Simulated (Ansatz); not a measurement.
**Run report: Sr₄Ti₄O₁₁ (charge +2), geometry relaxation (part 1 of 2)**

System: Sr₄Ti₄O₁₁ (defect cell, 19 atoms in the cell, total charge +2).
Method: DFT PBE, scalar-relativistic, plane waves, PAW, no spin polarisation (Ansatz 0.2.0).

The structure derives from a Materials Project entry. It belongs to a series of runs on one base structure; here: O after trading places with the vacancy, charge +2, atoms relaxed.

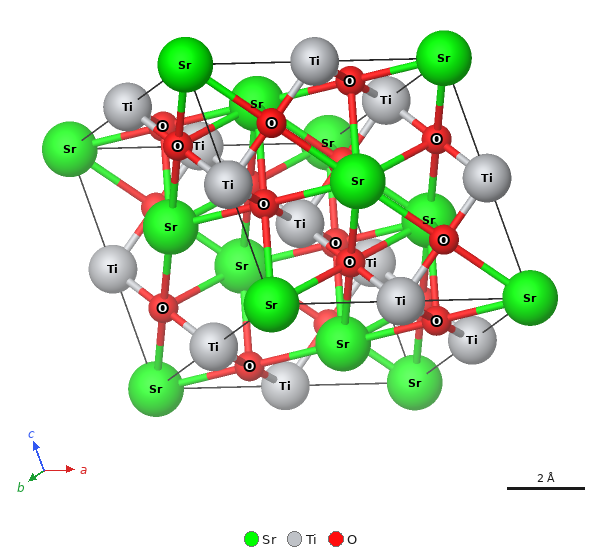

Figure 1. The structure as given in the input (ball-and-stick view of the cell of the calculation, seen at an oblique angle).

### Summary

| quantity | value |
| --- | --- |
| outcome | converged |
| electrons treated | 152 |
| free energy | −30470.7911 eV |
| Fermi energy | 10.305 eV |
| gap on the k-point mesh | 1.80 eV |
| final volume | 243.99 Å³ |
| largest force (length of the vector) at the end | 0.006 eV/Å |
| hardware | 8 threads of AMD EPYC (Zen 3), 189 GiB of memory available, shared host |
| wall time | 1.8 min (CPU time 3.9 min) |
| peak memory | 1.1 GiB |

### Input
```yaml
crystal:
  lattice:
    - [-3.9364226094, 3.9364226094, 3.9364226094]
    - [3.9364226094, -3.9364226094, 3.9364226094]
    - [3.9364226094, 3.9364226094, -3.9364226094]
  atoms:
    - { symbol: Sr, position: [0.0, 0.0, 0.0] }
    - { symbol: Sr, position: [0.5, 0.5, 0.0] }
    - { symbol: Sr, position: [0.5, 0.0, 0.5] }
    - { symbol: Sr, position: [0.0, 0.5, 0.5] }
    - { symbol: Ti, position: [0.5, 0.5, 0.5] }
    - { symbol: Ti, position: [0.0, 0.0, 0.5] }
    - { symbol: Ti, position: [0.0, 0.5, 0.0] }
    - { symbol: Ti, position: [0.5, 0.0, 0.0] }
    - { symbol: O, position: [0.25, 0.25, 0.5] }
    - { symbol: O, position: [0.75, 0.0, 0.25] }
    - { symbol: O, position: [0.75, 0.5, 0.75] }
    - { symbol: O, position: [0.25, 0.0, 0.75] }
    - { symbol: O, position: [0.75, 0.75, 0.5] }
    - { symbol: O, position: [0.25, 0.75, 0.0] }
    - { symbol: O, position: [0.75, 0.25, 0.0] }
    - { symbol: O, position: [0.5, 0.75, 0.75] }
    - { symbol: O, position: [0.0, 0.25, 0.75] }
    - { symbol: O, position: [0.0, 0.75, 0.25] }
    - { symbol: O, position: [0.5, 0.25, 0.25] }
total_charge: 2
basis:
  ecutwfc: 420
  xc_grid: 2
kpoints:
  mp_grid: { grid: [3, 3, 3], shift: [0.0, 0.0, 0.0] }
hamiltonian:
  xc: pbe
scf:
  occupations: { method: gaussian, width: 0.02 }
output:
  forces: true
  stress: false
  eigenvalues: true
  write_density: true
  write_potential: true
  elf: true
  volumetric_format: npy
relax:
  adjacent_minimum: "off"
  f_tol: 0.02
  max_steps: 60
```

Run as:
```bash
ansatz run input.yaml --threads 8 --pin off --max-ram 20480MiB --backend cpu --events-out ev --progress --plain --runs-dir out
```

### What the program printed
```
Engine: ansatz 0.2.0, x86_64-unknown-linux-gnu
Pseudopotentials: kind: paw
Pseudopotential: Sr, paw, valence charge 10, recommended cutoff 420 eV (normal), Sr.paw.azcp
Pseudopotential: Ti, paw, valence charge 12, recommended cutoff 420 eV (normal), Ti.paw.azcp
Pseudopotential: O, paw, valence charge 6, recommended cutoff 420 eV (normal), O.paw.azcp
Functional definition: PBE
  parameter kappa = 0.804
  parameter beta = 0.06672455060314922
  exchange = pbe_x(kappa = kappa, mu = beta*pi^2/3)
  correlation = pbe_c(beta = beta)
Crystal: 19 atoms, lattice volume = 243.986 Å³
Basis set: ecut = 420 eV, 4753 PW (Γ), exchange–correlation on 96×96×96 points (8 copies of the dense FFT grid, shifted against one another)
Bands: 95, of which v1, the nominal top of the filled ones, is band 76 counted from 1 (75 counted from 0)
Symmetry: 16 space group operations
Space group: I4/mmm (ITA 139), of the structure as read, at distance tolerance 6.2e-5 Å
k-points: 6 of 27
Non-local potential: Sr, projectors of the file, l = 0: 3, l = 1: 2, l = 2: 2
Non-local potential: Ti, projectors of the file, l = 0: 3, l = 1: 2, l = 2: 3, l = 3: 1
Non-local potential: O, projectors of the file, l = 0: 2, l = 1: 2, l = 2: 1
PAW form: soft (Blöchl's): semilocal exchange-correlation on the pseudo side does not see the compensation charge
PAW one-centre angular grid: Sr, 110 points (default); XC on 64 Gauss nodes
PAW one-centre angular grid: Ti, 590 points (default); XC on 64 Gauss nodes
PAW one-centre angular grid: O, 110 points (default); XC on 64 Gauss nodes
Initial density: superposition of atomic densities (neutral atoms scaled as one to the charged cell's electrons: chi_scale 0, normalization atom), corrected by the library's trained network
Initial wavefunctions: pseudopotential atomic-orbital guess
Functional: x = pbe(κ = 0.804, μ = 0.2195149727645171), c = pbe(β = 0.06672455060314922)
SCF iter   1: F=—  HF=-30470.591545 eV  |F-HF|=—  |Δ(HF+E_count)|=         —  Δρ=3.03e-2  dr2=4.32e0  ethr=1.77e-3  ⟨swp⟩=7.2  Hψ=2556  notcnv=0
preconditioner: auto → Resta (q_TF=auto, 2.521 Å⁻¹)  ε∞=6.0  [insulator: Δε(μ)=1.610 eV  Ē_g=11.291 eV  σ=0.020 eV  W_gap=1.00  n_scr=54 (ndim 8)  ℏωp=25.2 eV  f_vac=0.000  D(μ)=0.00/eV (n_scr^D=0)  ε∞_Penn≈6.0]
SCF iter   2: F=—  HF=-30469.668135 eV  |F-HF|=—  |Δ(HF+E_count)|=   9.23e-1  Δρ=1.37e-2  dr2=1.39e0  ethr=1.77e-3  ⟨swp⟩=2.8  Hψ=834  notcnv=0  defer=86
SCF iter   3: F=—  HF=-30469.307284 eV  |F-HF|=—  |Δ(HF+E_count)|=   3.61e-1  Δρ=4.83e-3  dr2=1.46e-1  ethr=9.16e-4  ⟨swp⟩=3.0  Hψ=730  notcnv=0  defer=86
SCF iter   4: F=—  HF=-30469.280674 eV  |F-HF|=—  |Δ(HF+E_count)|=   2.66e-2  Δρ=1.40e-3  dr2=6.41e-3  ethr=9.63e-5  ⟨swp⟩=3.5  Hψ=1069  notcnv=0  defer=84
SCF iter   5: F=—  HF=-30469.282399 eV  |F-HF|=—  |Δ(HF+E_count)|=   1.73e-3  Δρ=3.47e-4  dr2=3.91e-4  ethr=4.21e-6  ⟨swp⟩=2.7  Hψ=906  notcnv=0  defer=82
SCF iter   6: F=—  HF=-30469.282584 eV  |F-HF|=—  |Δ(HF+E_count)|=   1.85e-4  Δρ=9.92e-5  dr2=1.83e-5  ethr=2.57e-7  ⟨swp⟩=2.0  Hψ=945  notcnv=0  defer=82
SCF iter   7: F=-30469.282597 eV  HF=-30469.282597 eV  |F-HF|=6.89e-7  |Δ(HF+E_count)|=   1.32e-5  Δρ=2.74e-5  dr2=1.99e-6  ethr=6.58e-9  ⟨swp⟩=20.2  Hψ=6304  notcnv=0
SCF 1 converged in 7 iterations: F = -30469.282597 eV  dr2 = 1.99e-6
  greatest PAW one-centre occupation: 0.999 electrons in one spin orbital (limit 2), on the Ti atom at site 7 (counted from 0), in its partial waves of l = 0
relax step   1: F+E_penalty+E_count = -30469.28259666 eV  Δ(F+E_penalty+E_count) = +0.000e0 eV  max|allowed force component| = 4.732e0 eV/Å  Δτ_max = 0.0000 Å  (7 SCF iters, dr2 threshold 1.00e-5 eV, accepted)
Initial density: handed on by an earlier stage of this run
Initial wavefunctions: those handed on with the density
iter 1 solved again at ethr=1.94e-3 eV; its pass at ethr=3.10e-3 eV (dr2=2.95e0 eV) is discarded
SCF iter   1: F=—  HF=-30471.050650 eV  |F-HF|=—  |Δ(HF+E_count)|=         —  Δρ=2.60e-2  dr2=2.99e0  ethr=1.94e-3  ⟨swp⟩=1.2  Hψ=2594  notcnv=0  defer=19
preconditioner: auto → Resta (q_TF=auto, 2.521 Å⁻¹)  ε∞=5.6  [insulator: Δε(μ)=1.614 eV  Ē_g=11.716 eV  σ=0.020 eV  W_gap=1.00  n_scr=54 (ndim 8)  ℏωp=25.2 eV  f_vac=0.029  D(μ)=0.00/eV (n_scr^D=0)  ε∞_Penn≈5.6]
SCF iter   2: F=—  HF=-30470.408751 eV  |F-HF|=—  |Δ(HF+E_count)|=   6.42e-1  Δρ=1.15e-2  dr2=5.62e-1  ethr=1.94e-3  ⟨swp⟩=2.8  Hψ=861  notcnv=0  defer=19
SCF iter   3: F=—  HF=-30470.260286 eV  |F-HF|=—  |Δ(HF+E_count)|=   1.48e-1  Δρ=5.56e-3  dr2=1.42e-1  ethr=3.70e-4  ⟨swp⟩=2.7  Hψ=1026  notcnv=0  defer=88
SCF iter   4: F=—  HF=-30470.229803 eV  |F-HF|=—  |Δ(HF+E_count)|=   3.05e-2  Δρ=2.73e-3  dr2=2.03e-2  ethr=9.37e-5  ⟨swp⟩=2.8  Hψ=787  notcnv=0  defer=88
SCF iter   5: F=—  HF=-30470.227196 eV  |F-HF|=—  |Δ(HF+E_count)|=   2.61e-3  Δρ=1.54e-3  dr2=5.66e-3  ethr=1.34e-5  ⟨swp⟩=2.0  Hψ=869  notcnv=0  defer=88
SCF iter   6: F=—  HF=-30470.226784 eV  |F-HF|=—  |Δ(HF+E_count)|=   4.12e-4  Δρ=4.90e-4  dr2=6.71e-4  ethr=3.72e-6  ⟨swp⟩=2.0  Hψ=798  notcnv=0  defer=88
SCF iter   7: F=—  HF=-30470.226895 eV  |F-HF|=—  |Δ(HF+E_count)|=   1.10e-4  Δρ=2.29e-4  dr2=1.37e-4  ethr=4.41e-7  ⟨swp⟩=2.0  Hψ=760  notcnv=0  defer=88
SCF iter   8: F=—  HF=-30470.226971 eV  |F-HF|=—  |Δ(HF+E_count)|=   7.67e-5  Δρ=1.03e-4  dr2=3.02e-5  ethr=6.58e-8  ⟨swp⟩=17.8  Hψ=5757  notcnv=0
SCF iter   9: F=-30470.226983 eV  HF=-30470.226984 eV  |F-HF|=1.68e-6  |Δ(HF+E_count)|=   1.30e-5  Δρ=5.73e-5  dr2=1.16e-5  ethr=1.99e-8  ⟨swp⟩=13.7  Hψ=5488  notcnv=0
SCF 2 converged in 9 iterations: F = -30470.226983 eV  dr2 = 1.16e-5
relax step   2: F+E_penalty+E_count = -30470.22698259 eV  Δ(F+E_penalty+E_count) = -9.444e-1 eV  max|allowed force component| = 9.265e-1 eV/Å  Δτ_max = 0.1930 Å  (9 SCF iters, dr2 threshold 1.00e-4 eV, accepted)
iter 1 solved again at ethr=3.20e-4 eV; its pass at ethr=3.10e-3 eV (dr2=4.87e-1 eV) is discarded
SCF iter   1: F=—  HF=-30470.770201 eV  |F-HF|=—  |Δ(HF+E_count)|=         —  Δρ=9.08e-3  dr2=5.01e-1  ethr=3.20e-4  ⟨swp⟩=1.0  Hψ=1763  notcnv=0  defer=90
preconditioner: auto → Resta (q_TF=auto, 2.521 Å⁻¹)  ε∞=5.6  [insulator: Δε(μ)=1.822 eV  Ē_g=11.669 eV  σ=0.020 eV  W_gap=1.00  n_scr=54 (ndim 8)  ℏωp=25.2 eV  f_vac=0.022  D(μ)=0.00/eV (n_scr^D=0)  ε∞_Penn≈5.6]
SCF iter   2: F=—  HF=-30470.664318 eV  |F-HF|=—  |Δ(HF+E_count)|=   1.06e-1  Δρ=5.04e-3  dr2=1.25e-1  ethr=3.20e-4  ⟨swp⟩=2.7  Hψ=797  notcnv=0  defer=90
SCF iter   3: F=—  HF=-30470.632288 eV  |F-HF|=—  |Δ(HF+E_count)|=   3.20e-2  Δρ=3.61e-3  dr2=5.14e-2  ethr=8.19e-5  ⟨swp⟩=2.8  Hψ=1027  notcnv=0  defer=90
SCF iter   4: F=—  HF=-30470.620950 eV  |F-HF|=—  |Δ(HF+E_count)|=   1.13e-2  Δρ=9.97e-4  dr2=2.27e-3  ethr=3.38e-5  ⟨swp⟩=3.0  Hψ=856  notcnv=0  defer=90
SCF iter   5: F=—  HF=-30470.620943 eV  |F-HF|=—  |Δ(HF+E_count)|=   6.86e-6  Δρ=7.32e-4  dr2=1.24e-3  ethr=1.49e-6  ⟨swp⟩=2.0  Hψ=886  notcnv=0  defer=90
SCF iter   6: F=—  HF=-30470.620803 eV  |F-HF|=—  |Δ(HF+E_count)|=   1.40e-4  Δρ=1.47e-4  dr2=4.62e-5  ethr=8.13e-7  ⟨swp⟩=2.0  Hψ=805  notcnv=0  defer=90
SCF iter   7: F=—  HF=-30470.620843 eV  |F-HF|=—  |Δ(HF+E_count)|=   4.02e-5  Δρ=1.29e-4  dr2=4.05e-5  ethr=3.04e-8  ⟨swp⟩=19.5  Hψ=6079  notcnv=0
SCF iter   8: F=-30470.620840 eV  HF=-30470.620842 eV  |F-HF|=1.51e-6  |Δ(HF+E_count)|=   1.26e-6  Δρ=4.65e-5  dr2=5.44e-6  ethr=2.67e-8  ⟨swp⟩=13.2  Hψ=5434  notcnv=0
SCF 3 converged in 8 iterations: F = -30470.620840 eV  dr2 = 5.44e-6
relax step   3: F+E_penalty+E_count = -30470.62084025 eV  Δ(F+E_penalty+E_count) = -3.939e-1 eV  max|allowed force component| = 3.659e-1 eV/Å  Δτ_max = 0.0934 Å  (8 SCF iters, dr2 threshold 5.37e-5 eV, accepted)
SCF iter   1: F=—  HF=-30470.803177 eV  |F-HF|=—  |Δ(HF+E_count)|=         —  Δρ=4.95e-3  dr2=1.69e-1  ethr=1.46e-3  ⟨swp⟩=4.0  Hψ=1009  notcnv=0  defer=90
preconditioner: auto → Resta (q_TF=auto, 2.521 Å⁻¹)  ε∞=5.6  [insulator: Δε(μ)=1.812 eV  Ē_g=11.674 eV  σ=0.020 eV  W_gap=1.00  n_scr=54 (ndim 8)  ℏωp=25.2 eV  f_vac=0.019  D(μ)=0.00/eV (n_scr^D=0)  ε∞_Penn≈5.6]
SCF iter   2: F=—  HF=-30470.770609 eV  |F-HF|=—  |Δ(HF+E_count)|=   3.26e-2  Δρ=2.82e-3  dr2=5.04e-2  ethr=1.11e-4  ⟨swp⟩=2.7  Hψ=777  notcnv=0  defer=90
SCF iter   3: F=—  HF=-30470.757261 eV  |F-HF|=—  |Δ(HF+E_count)|=   1.33e-2  Δρ=2.62e-3  dr2=1.92e-2  ethr=3.31e-5  ⟨swp⟩=2.8  Hψ=845  notcnv=0  defer=90
SCF iter   4: F=—  HF=-30470.753505 eV  |F-HF|=—  |Δ(HF+E_count)|=   3.76e-3  Δρ=7.08e-4  dr2=1.06e-3  ethr=1.27e-5  ⟨swp⟩=2.2  Hψ=841  notcnv=0  defer=90
SCF iter   5: F=—  HF=-30470.753267 eV  |F-HF|=—  |Δ(HF+E_count)|=   2.39e-4  Δρ=4.74e-4  dr2=5.69e-4  ethr=6.95e-7  ⟨swp⟩=2.3  Hψ=1109  notcnv=0  defer=87
SCF iter   6: F=—  HF=-30470.753223 eV  |F-HF|=—  |Δ(HF+E_count)|=   4.36e-5  Δρ=1.34e-4  dr2=5.37e-5  ethr=3.75e-7  ⟨swp⟩=2.0  Hψ=813  notcnv=0  defer=87
SCF iter   7: F=—  HF=-30470.753222 eV  |F-HF|=—  |Δ(HF+E_count)|=   7.21e-7  Δρ=6.33e-5  dr2=8.48e-6  ethr=3.53e-8  ⟨swp⟩=2.0  Hψ=774  notcnv=0  defer=87
SCF iter   8: F=-30470.753229 eV  HF=-30470.753230 eV  |F-HF|=1.08e-6  |Δ(HF+E_count)|=   8.11e-6  Δρ=3.53e-5  dr2=3.41e-6  ethr=5.51e-9  ⟨swp⟩=19.2  Hψ=5319  notcnv=0
SCF 4 converged in 8 iterations: F = -30470.753229 eV  dr2 = 3.41e-6
relax step   4: F+E_penalty+E_count = -30470.75322940 eV  Δ(F+E_penalty+E_count) = -1.324e-1 eV  max|allowed force component| = 1.685e-1 eV/Å  Δτ_max = 0.0509 Å  (8 SCF iters, dr2 threshold 8.37e-6 eV, accepted)
SCF iter   1: F=—  HF=-30470.826706 eV  |F-HF|=—  |Δ(HF+E_count)|=         —  Δρ=4.25e-3  dr2=1.21e-1  ethr=8.80e-4  ⟨swp⟩=4.0  Hψ=1003  notcnv=0  defer=90
preconditioner: auto → Resta (q_TF=auto, 2.521 Å⁻¹)  ε∞=5.7  [insulator: Δε(μ)=1.841 eV  Ē_g=11.660 eV  σ=0.020 eV  W_gap=1.00  n_scr=54 (ndim 8)  ℏωp=25.2 eV  f_vac=0.017  D(μ)=0.00/eV (n_scr^D=0)  ε∞_Penn≈5.7]
SCF iter   2: F=—  HF=-30470.803561 eV  |F-HF|=—  |Δ(HF+E_count)|=   2.31e-2  Δρ=2.42e-3  dr2=3.64e-2  ethr=7.94e-5  ⟨swp⟩=2.8  Hψ=755  notcnv=0  defer=90
SCF iter   3: F=—  HF=-30470.794545 eV  |F-HF|=—  |Δ(HF+E_count)|=   9.02e-3  Δρ=2.41e-3  dr2=1.63e-2  ethr=2.39e-5  ⟨swp⟩=2.7  Hψ=844  notcnv=0  defer=90
SCF iter   4: F=—  HF=-30470.791414 eV  |F-HF|=—  |Δ(HF+E_count)|=   3.13e-3  Δρ=6.30e-4  dr2=8.64e-4  ethr=1.08e-5  ⟨swp⟩=2.0  Hψ=840  notcnv=0  defer=90
SCF iter   5: F=—  HF=-30470.791088 eV  |F-HF|=—  |Δ(HF+E_count)|=   3.27e-4  Δρ=3.79e-4  dr2=3.30e-4  ethr=5.69e-7  ⟨swp⟩=2.5  Hψ=920  notcnv=0  defer=87
SCF iter   6: F=—  HF=-30470.791076 eV  |F-HF|=—  |Δ(HF+E_count)|=   1.14e-5  Δρ=9.98e-5  dr2=3.97e-5  ethr=2.17e-7  ⟨swp⟩=2.0  Hψ=813  notcnv=0  defer=87
SCF iter   7: F=—  HF=-30470.791078 eV  |F-HF|=—  |Δ(HF+E_count)|=   2.01e-6  Δρ=5.14e-5  dr2=6.86e-6  ethr=2.61e-8  ⟨swp⟩=2.0  Hψ=675  notcnv=0  defer=87
SCF iter   8: F=-30470.791082 eV  HF=-30470.791083 eV  |F-HF|=8.41e-7  |Δ(HF+E_count)|=   4.70e-6  Δρ=3.16e-5  dr2=2.67e-6  ethr=2.91e-9  ⟨swp⟩=19.2  Hψ=5239  notcnv=0
SCF 5 converged in 8 iterations: F = -30470.791082 eV  dr2 = 2.67e-6
  Residual-converged pass: ⟨swp⟩=1.0  Hψ=594  notcnv=0  max |occ|·‖R‖ = 7.0e-9 eV (tolerance 1.0e-8 eV)  dr2=2.67e-6  dr2_onsite=1.89e-7  max |Δocc| = 0.0e0
relax step   5: F+E_penalty+E_count = -30470.79108196 eV  Δ(F+E_penalty+E_count) = -3.785e-2 eV  max|allowed force component| = 6.288e-3 eV/Å  Δτ_max = 0.0411 Å  (8 SCF iters, dr2 threshold 4.43e-6 eV, accepted)
iter 1 solved again at ethr=1.74e-9 eV; its pass at ethr=3.10e-3 eV (dr2=2.64e-6 eV) is discarded
SCF iter   1: F=—  HF=-30470.791060 eV  |F-HF|=—  |Δ(HF+E_count)|=         —  Δρ=3.12e-5  dr2=2.65e-6  ethr=1.74e-9  ⟨swp⟩=1.0  Hψ=1368  notcnv=0
preconditioner: auto → Resta (q_TF=auto, 2.521 Å⁻¹)  ε∞=5.7  [insulator: Δε(μ)=1.803 eV  Ē_g=11.647 eV  σ=0.020 eV  W_gap=1.00  n_scr=54 (ndim 8)  ℏωp=25.2 eV  f_vac=0.017  D(μ)=0.00/eV (n_scr^D=0)  ε∞_Penn≈5.7]
SCF iter   2: F=—  HF=-30470.791083 eV  |F-HF|=—  |Δ(HF+E_count)|=   2.30e-5  Δρ=1.71e-5  dr2=7.41e-7  ethr=1.74e-9  ⟨swp⟩=2.0  Hψ=846  notcnv=0
SCF iter   3: F=—  HF=-30470.791083 eV  |F-HF|=—  |Δ(HF+E_count)|=   1.73e-7  Δρ=9.56e-6  dr2=2.59e-7  ethr=4.87e-10  ⟨swp⟩=2.0  Hψ=678  notcnv=0
SCF iter   4: F=—  HF=-30470.791083 eV  |F-HF|=—  |Δ(HF+E_count)|=   2.43e-7  Δρ=5.69e-6  dr2=1.02e-7  ethr=6.58e-11  ⟨swp⟩=10.7  Hψ=3795  notcnv=0
SCF iter   5: F=-30470.791083 eV  HF=-30470.791084 eV  |F-HF|=1.36e-8  |Δ(HF+E_count)|=   8.32e-8  Δρ=3.69e-6  dr2=4.14e-8  ethr=6.58e-11  ⟨swp⟩=10.0  Hψ=3739  notcnv=0
SCF 6 converged in 5 iterations: F = -30470.791083 eV  dr2 = 4.14e-8
relax step   6: F+E_penalty+E_count = -30470.79108349 eV  Δ(F+E_penalty+E_count) = -1.535e-6 eV  max|allowed force component| = 6.238e-3 eV/Å  Δτ_max = 0.0000 Å  (5 SCF iters, accepted)
```

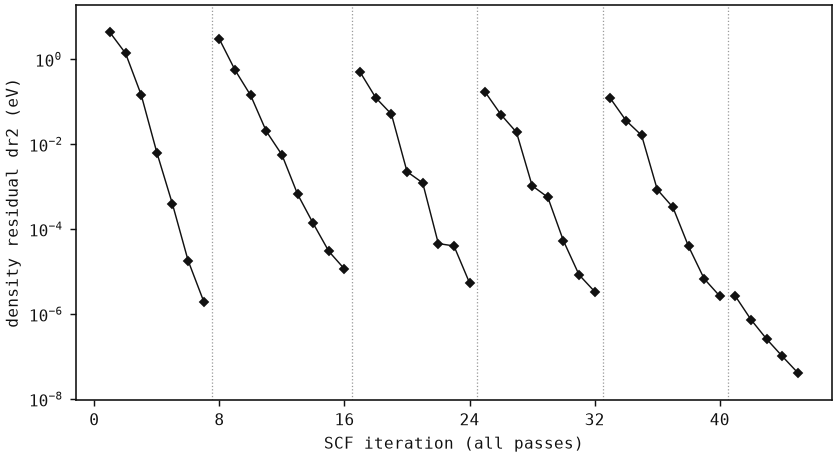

Figure 2. Convergence of the self-consistent field: density residual dr2 against the SCF iteration. The dotted lines part the SCF passes of the relaxation: geometry steps, rejected trials and re-solves on a re-selected basis. The 6 passes take 5 to 9 iterations each, 45 in all.

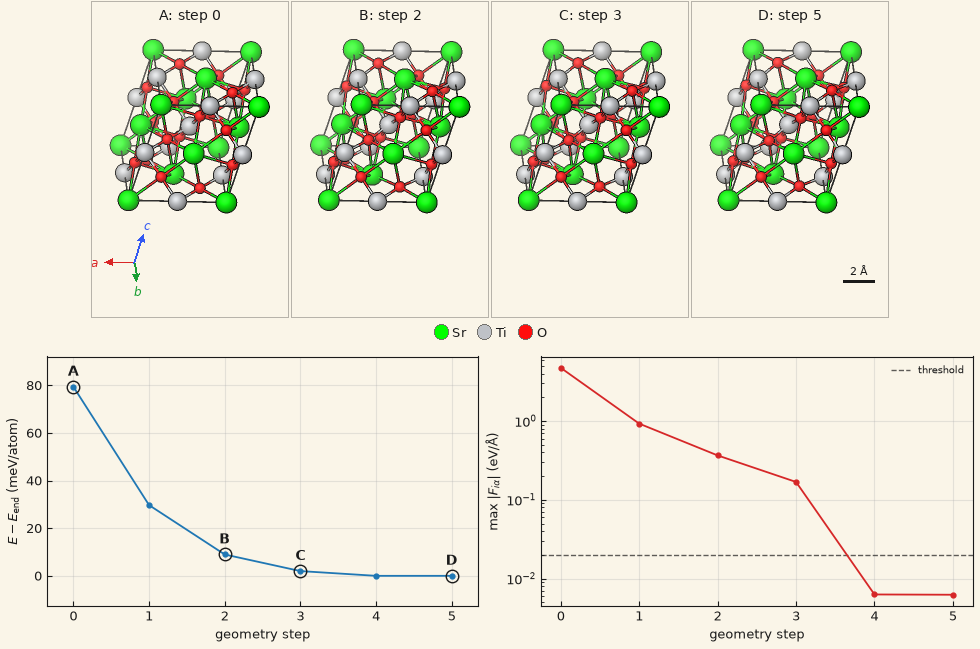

Figure 3. Frames of the relaxation (ball-and-stick view of the cell of the calculation, seen at an oblique angle) above the curves, on which the letters mark them (the first geometry is step 0 here and step 1 in the log).

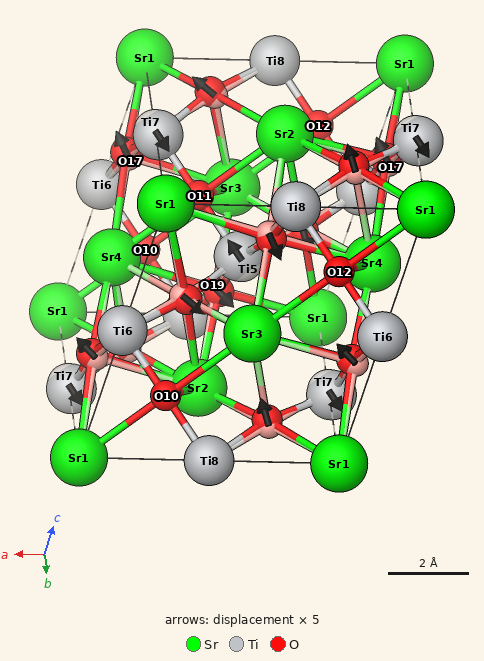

Figure 4. Start (faint) and end (solid) with the displacements as black arrows, magnified 5 times (ball-and-stick view of the cell of the calculation, seen at an oblique angle). The largest moves, 0.15 Å, are those of 8 atoms (O9, O13, O14, O15 and others). By element the largest moves are O 0.15 Å, Ti 0.13 Å, Sr 0.01 Å. The cell doesn't change. Among the contacts that change: Ti5–O11 1.968 → 1.837 Å, Sr1–O13 2.783 → 2.884 Å, Sr1–O15 2.783 → 2.688 Å, Ti6–O13 1.968 → 2.024 Å. Among the angles that change: O14–Ti7–O15 180.0° → 163.7°, Ti5–O13–Ti6 180.0° → 167.8°, O14–Ti8–O15 180.0° → 171.8°. Over 5 geometry steps the energy falls by 79.4 meV per atom. Largest force component: 4.7 eV/Å at the start, 0.0062 eV/Å at the end. (Atoms are counted from 1 in the order of the input.)

```
SCF converged after 5 iterations
Free energy (F): -30470.791083 eV
Harris-Foulkes:  -30470.791084 eV  (|F-HF|=1.36e-8)
Internal energy: -30470.791083 eV  (E = F + TS)
E sigma→0 (E₀):  -30470.791083 eV
Fermi energy:    10.304847 eV
--- Per-component energies (eV) ---
  E_band       = -949.968292
  E_kinetic    = 3969.881140
  E_local      = -9704.377022  (includes V_loc(G=0)·N_el)
  E_nonlocal   = 1338.196866
  E_hartree    = 3412.865230
  E_xc         = -1888.931973
  E_vxc        = -2164.250662  (∫ρ·V_xc dr)
  E_paw        = -16691.552101  (= ΣΔE_a)
  E_vpaw       = -1215.177808  (= ΣTr[D̂ρ^β])
  E_aug_tail   = 0.027360  (compensation charges beyond the density's cutoff)
  E_ewald      = -10906.900583
  E_smearing   = -0.000000  (= −TS)
  E_closure    = 0.000000  (closes the sum)
  E_deformation_potential = 39.423506  (in the stress; not in F)
  Σ components = -30470.791083   (vs F -30470.791083, Δ=0.00e0)
```
